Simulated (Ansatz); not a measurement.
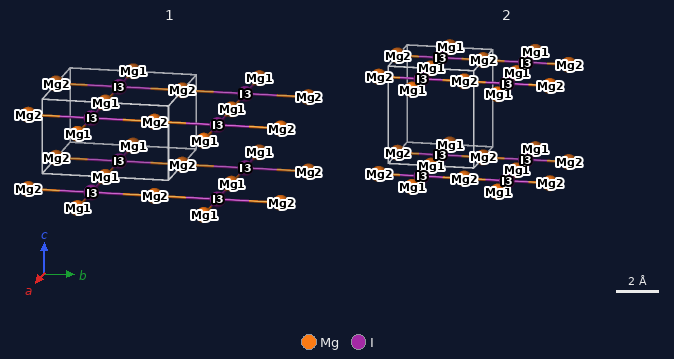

Two geometries of crystalline Mg2I (a generated structure, set up in P4/mmm) (coarse preliminary run), drawn at one scale. One is the start of a relaxation, the other its converged end. Style: ball-and-stick. Shown: the cell of the calculation, repeated 2 × 2 × 1 with one cell outlined, slightly off an axis.

Theory: Ansatz 0.2.0, DFT PBE, scalar-relativistic, plane waves, PAW. Settings: plane-wave cutoff 420 eV; k-point mesh 4 × 4 × 4; occupations gaussian; smearing width 0.1 eV; no spin polarisation; cell and atoms relaxed; force threshold 0.04 eV/Å; at most 70 steps.

Which of the two is the end point?

Answer. Structure 1 is the relaxed one. Over 13 accepted moves (15 points after the start) the energy falls by 3753 meV per atom. All forces vanish by symmetry, so only the cell relaxes. The pressure goes from 53.15 to 0.07 GPa. At 2 points the geometry stayed and the basis and grid were re-selected for the new cell (energy shift of 151 meV per atom at most each time). The atoms keep their places relative to the cell (all moves are under 0.005 Å). The volume changes by +66.0 %, with a = b 4.178 → 6.160 Å (+47.4 %), c 4.786 → 3.655 Å (−23.6 %). Among the contacts that change: Mg1–I3 2.089 → 3.080 Å. The space group stays P4/mmm (No. 123).

Limits of the set-up: the k-point mesh is coarse for a cell with partly filled bands.
